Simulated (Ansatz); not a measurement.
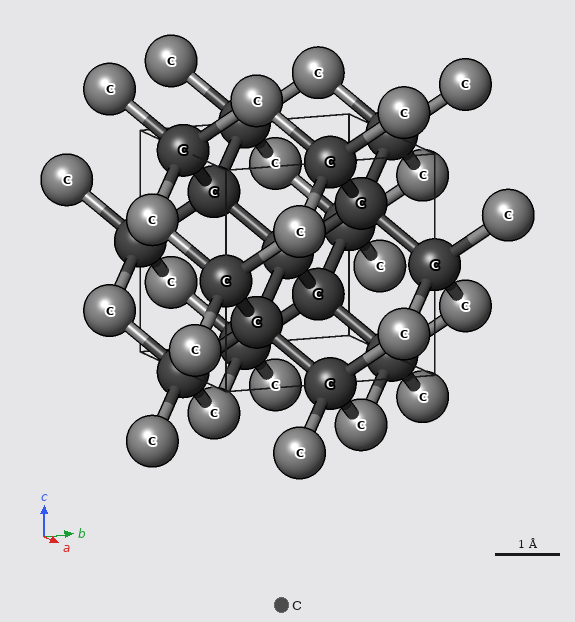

The input geometry (ball-and-stick view of the cell 4 times as large as that of the calculation, set on its symmetry axes, seen slightly off an axis; neighbours outside the cell are drawn fainter).

## Field-gradient calculation of C

- system: C (Fd-3m, 2 atoms in the cell)
- method: DFT, LDA, PAW with Ansatz's default frozen-core files, scalar-relativistic, no spin polarisation (Ansatz 0.2.0)

The structure derives from an entry of the Crystallography Open Database. It belongs to a series of runs on one base structure; here: volume scaled by 0.99, PAW files.

### What the program printed
```
Engine: ansatz 0.2.0, aarch64-unknown-linux-gnu
Pseudopotentials: kind: paw
Pseudopotential: C, paw, valence charge 4, recommended cutoff 420 eV (normal), C.paw.azcp
Functional definition: SPW92
  exchange = slater_x
  correlation = pw_c
Crystal: 2 atoms, lattice volume = 11.231 Å³
Basis set: ecut = 420 eV, 229 PW (Γ)
Bands: 8, of which v1, the nominal top of the filled ones, is band 4 counted from 1 (3 counted from 0)
Symmetry: 48 space group operations
Space group: Fd-3m (ITA 227), of the structure as read, at distance tolerance 2.2e-5 Å
k-points: 145 of 4096
Non-local potential: C, projectors of the file, l = 0: 2, l = 1: 2, l = 2: 1
PAW form: soft (Blöchl's): semilocal exchange-correlation on the pseudo side does not see the compensation charge
PAW frozen core: C, regenerated for the run's functional, and the local potential with it (the file was generated under x = pbe(κ = 0.804, μ = 0.2195149727645171), c = pbe(β = 0.06672455060314922))
PAW one-centre angular grid: C, 110 points (default); XC on 64 Gauss nodes
Initial density: superposition of atomic densities (neutral atoms: chi_scale 0, normalization atom), corrected by the library's trained network
Initial wavefunctions: pseudopotential atomic-orbital guess
Functional: x = slater, c = lda
SCF iter   1: F=—  HF=-485.979682 eV  |F-HF|=—  |Δ(HF+E_count)|=         —  Δρ=7.24e-3  dr2=2.08e-3  ethr=1.77e-3  ⟨swp⟩=4.8  Hψ=7494  notcnv=0
preconditioner: auto → none  [insulator: Δε(μ)=4.123 eV  Ē_g=19.627 eV  σ=0.030 eV  W_gap=1.00  n_scr=0 (ndim 8)  ℏωp=31.3 eV  f_vac=0.000  D(μ)=0.00/eV (n_scr^D=0)  ε∞_Penn≈3.5]
SCF iter   2: F=—  HF=-485.979194 eV  |F-HF|=—  |Δ(HF+E_count)|=   4.88e-4  Δρ=3.41e-3  dr2=4.60e-4  ethr=2.60e-5  ⟨swp⟩=1.0  Hψ=2323  notcnv=0
SCF iter   3: F=—  HF=-485.979069 eV  |F-HF|=—  |Δ(HF+E_count)|=   1.25e-4  Δρ=9.65e-5  dr2=9.12e-7  ethr=5.75e-6  ⟨swp⟩=1.0  Hψ=1160  notcnv=0
SCF iter   4: F=—  HF=-485.979070 eV  |F-HF|=—  |Δ(HF+E_count)|=   7.88e-7  Δρ=3.26e-5  dr2=7.51e-8  ethr=1.14e-8  ⟨swp⟩=2.5  Hψ=1699  notcnv=0
iter 5 did not close the SCF: its close was put off for the readings that it lacked (scf_convergence_deferred on its scf_iter line)
SCF iter   5: F=-485.979070 eV  HF=-485.979070 eV  |F-HF|=1.77e-9  |Δ(HF+E_count)|=   1.60e-8  Δρ=5.48e-6  dr2=2.82e-9  ethr=9.39e-10  ⟨swp⟩=2.1  Hψ=1713  notcnv=0
SCF iter   6: F=-485.979070 eV  HF=-485.979070 eV  |F-HF|=1.53e-12  |Δ(HF+E_count)|=   1.29e-9  Δρ=7.63e-7  dr2=1.39e-11  ethr=3.53e-11  ⟨swp⟩=4.2  Hψ=5057  notcnv=0
SCF 1 converged in 6 iterations: F = -485.979070 eV  dr2 = 1.39e-11
  greatest PAW one-centre occupation: 0.637 electrons in one spin orbital (limit 2), on the C atom at site 1 (counted from 0), in its partial waves of l = 0
```

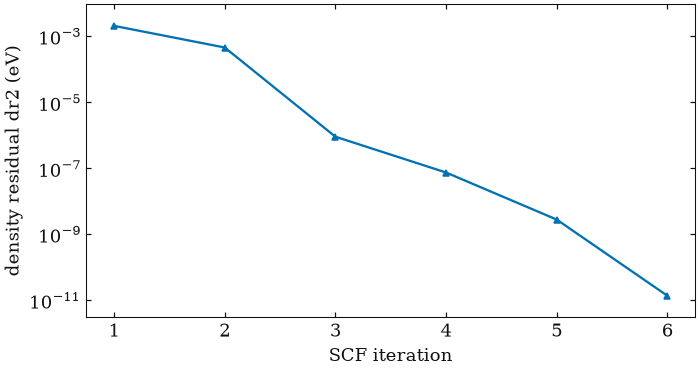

Convergence of the self-consistent field: density residual dr2 against the SCF iteration. The residual falls at every step.

```
SCF converged after 6 iterations
Free energy (F): -485.979070 eV
Harris-Foulkes:  -485.979070 eV  (|F-HF|=1.53e-12)
Internal energy: -485.979070 eV  (E = F + TS)
E sigma→0 (E₀):  -485.979070 eV
Fermi energy:    15.294810 eV
--- Per-component energies (eV) ---
  E_band       = 34.175544
  E_kinetic    = 185.127993
  E_local      = -123.617516  (includes V_loc(G=0)·N_el)
  E_nonlocal   = 55.507015
  E_hartree    = 26.422404
  E_xc         = -96.849951
  E_vxc        = -120.563373  (∫ρ·V_xc dr)
  E_paw        = -183.571544  (= ΣΔE_a)
  E_vpaw       = -15.123397  (= ΣTr[D̂ρ^β])
  E_aug_tail   = 0.000020  (compensation charges beyond the density's cutoff)
  E_ewald      = -349.123155
  E_core_change = 0.125665  (= ΣΔE_core)
  E_smearing   = -0.000000  (= −TS)
  E_closure    = 0.000000  (closes the sum)
  Σ components = -485.979070   (vs F -485.979070, Δ=0.00e0)
--- Forces (eV/Å), atoms counted from 1 ---
  atom   1  C     -0.00000000    -0.00000000     0.00000000
  atom   2  C      0.00000000     0.00000000     0.00000000
  max |Σ_I F_I| component: 5.55e-17 eV/Å
--- Stress (GPa, compression-positive) ---
       -8.837299      -0.000000      -0.000000
       -0.000000      -8.837299      -0.000000
        0.000000      -0.000000      -8.837299
  P = ⅓ Tr σ = -8.8373 GPa (-88.373 kbar)
--- PAW observables at the nuclei: V_zz in 10²¹ V/m², potentials from the cell's mean, atoms counted from 1 ---
  atom   1  C  V_zz =    +0.000000   η = 0.0000   by run symmetry: forbidden
            electrostatic potential = -419.434373 V   contact ρ = 849.713523 e/Å³
  atom   2  C  V_zz =    +0.000000   η = 0.0000   by run symmetry: forbidden
            electrostatic potential = -419.434373 V   contact ρ = 849.713523 e/Å³
--- Band table (eV; the first three rows and the last of 145) ---
  k-point 0: bands = ["-8.2188", "13.2419", "13.2419", "13.2419", "18.8097", "18.8097", "18.8097", "26.9676"]
  k-point 1: bands = ["-8.1099", "12.5093", "13.0505", "13.0505", "19.0594", "19.0594", "19.2628", "27.0387"]
  k-point 2: bands = ["-7.7842", "10.8311", "12.5829", "12.5829", "19.6736", "19.6736", "20.1317", "27.2476"]
  k-point 144: bands = ["1.4019", "1.4019", "4.7911", "4.7911", "23.7328", "23.7328", "25.6845", "25.6845"]
```

### File rho_z.tsv
```
# z_ang	rho[e/angstrom^3]
# format = ansatz-planar-average/11
# lattice	0.000000000	1.777435407	1.777435407
# lattice	1.777435407	0.000000000	1.777435407
# lattice	1.777435407	1.777435407	0.000000000
# sites	2
# site	6	1.777435407	1.777435407	1.777435407
# site	6	2.666153110	2.666153110	2.666153110
0.000000	4.745012e-1
0.139649	4.231061e-1
0.279297	4.002396e-1
0.418946	4.079194e-1
0.558594	4.454609e-1
0.698243	5.096517e-1
0.837891	5.960603e-1
0.977540	7.014563e-1
1.117188	8.227005e-1
1.256837	9.483061e-1
1.396485	1.052523e0
1.536134	1.104558e0
1.675782	1.086672e0
1.815431	1.005106e0
1.955079	8.862583e-1
2.094728	7.604942e-1
2.234376	6.465137e-1
2.374025	5.503318e-1
```

### File v_z.tsv
```
# z_ang	v_es[eV]	v_tot[eV]
# format = ansatz-planar-average/11
# xc	lda
# density_cutoff_ev	1680
# datasets	C=:simpson_from_first_knot:soft:shift=-535554
# lattice	0.000000000	1.777435407	1.777435407
# lattice	1.777435407	0.000000000	1.777435407
# lattice	1.777435407	1.777435407	0.000000000
# sites	2
# site	6	1.777435407	1.777435407	1.777435407
# site	6	2.666153110	2.666153110	2.666153110
0.000000	8.963002e0	-2.961126e0
0.139649	1.103467e1	-4.368249e-1
0.279297	1.186472e1	6.052656e-1
0.418946	1.159947e1	2.679617e-1
0.558594	1.014760e1	-1.524460e0
0.698243	7.544824e0	-4.673774e0
0.837891	4.308111e0	-8.595991e0
0.977540	9.967414e-1	-1.267708e1
1.117188	-2.076105e0	-1.653133e1
1.256837	-4.753626e0	-1.989375e1
1.396485	-6.647631e0	-2.226918e1
1.536134	-7.477290e0	-2.331359e1
1.675782	-7.200807e0	-2.296507e1
1.815431	-5.823940e0	-2.123539e1
1.955079	-3.484380e0	-1.830150e1
2.094728	-5.757333e-1	-1.464493e1
2.234376	2.633093e0	-1.064899e1
2.374025	5.968533e0	-6.578956e0
```

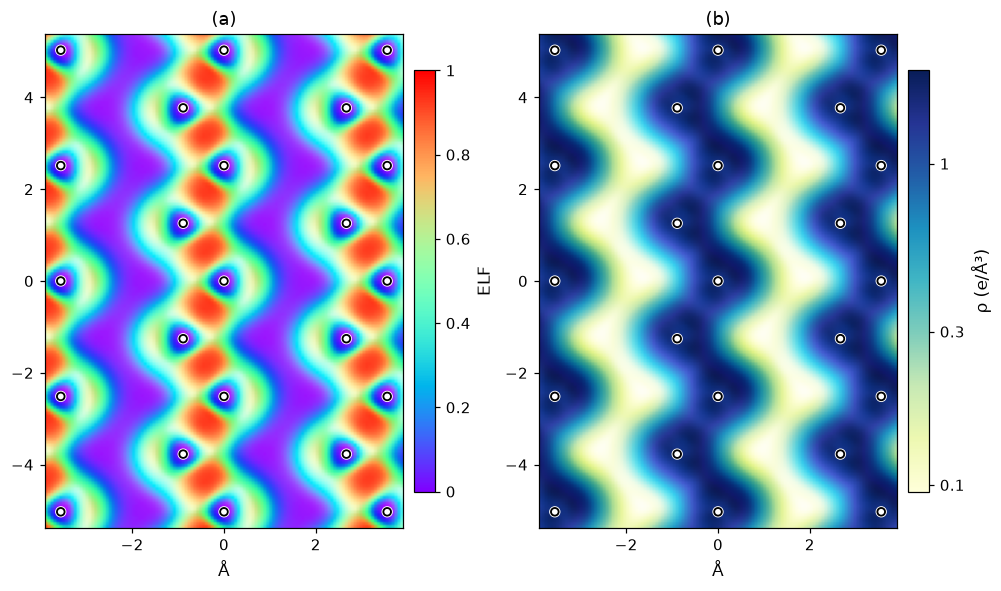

(a) electron localisation function; (b) valence electron density on the (110) plane of the conventional cell. Circles mark the nuclei in the plane (C). The section cuts through C sites. Away from the nuclei the density in this plane falls to 0.1 e/Å³ at its lowest. Core electrons are frozen (PAW), so the fields are smoothed inside the atomic spheres.

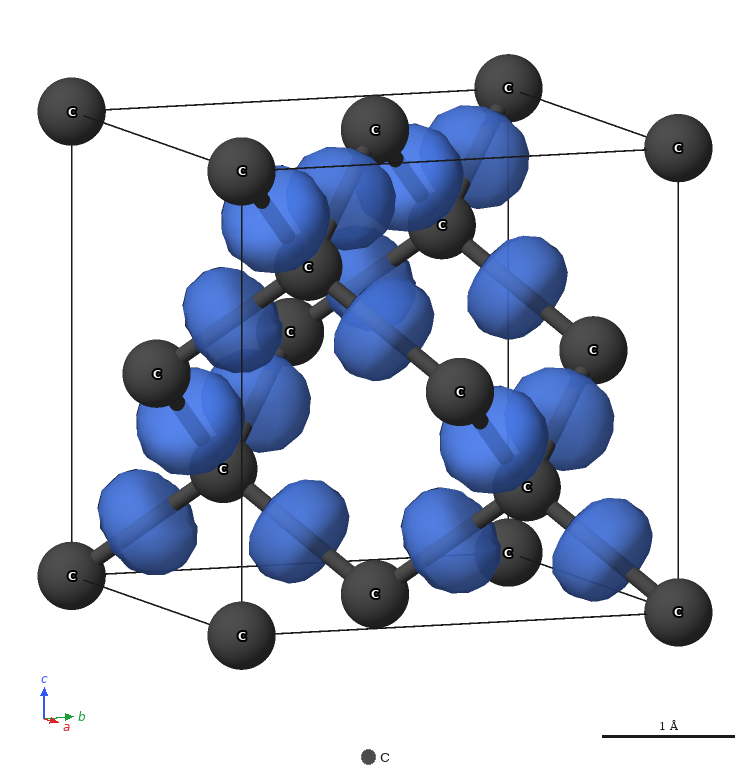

Isosurface of the ELF at 0.8 (blue), seen slightly off an axis. Core shells and regions of very low density are left out. Sticks mark near contacts. The outline is the cell set on symmetry axes. Profiles from the grid: C–C (1.54 Å): the ELF peaks at about 0.95 between the atoms, which marks localised, shared-pair bonding.

The run was set up as follows.

### Input file
```yaml
crystal:
  lattice:
    - [0.0, 1.777435407, 1.777435407]
    - [1.777435407, 0.0, 1.777435407]
    - [1.777435407, 1.777435407, 0.0]
  atoms:
    - { symbol: C, position: [0.5, 0.5, 0.5] }
    - { symbol: C, position: [0.75, 0.75, 0.75] }
kpoints:
  mp_grid: { grid: [16, 16, 16] }
scf:
  occupations: { method: fermi_dirac, width: 0.03 }
hamiltonian:
  xc: lda
  pseudopotentials: { kind: paw }
output:
  forces: true
  stress: true
  eigenvalues: true
  efg: { contact_densities: true }
  write_density: true
  write_potential: true
  elf: true
  volumetric_format: npy
```

Launched with:
```bash
ansatz run input.yaml --threads 1 --pin off --max-ram 3072MiB --backend cpu --events-out ev --progress --plain --runs-dir out
```

### Summary

```tsv
quantity	value
outcome	converged
space group (tolerance 0.01 Å)	Fd-3m (227)
electrons treated	8
free energy	−485.9791 eV
Fermi energy	15.295 eV
gap on the k-point mesh	4.13 eV
pressure	−8.84 GPa
field gradient V_zz (10²¹ V/m²)	zero at all sites
largest force (length of the vector)	under 0.001 eV/Å
hardware	1 thread of Arm Neoverse V1, 24 GiB of memory available, shared host
wall time	1.9 s
peak memory	0.28 GiB
```

### Notes

The cell is under a tension of 8.8 GPa at this level, so it is not at its equilibrium volume.
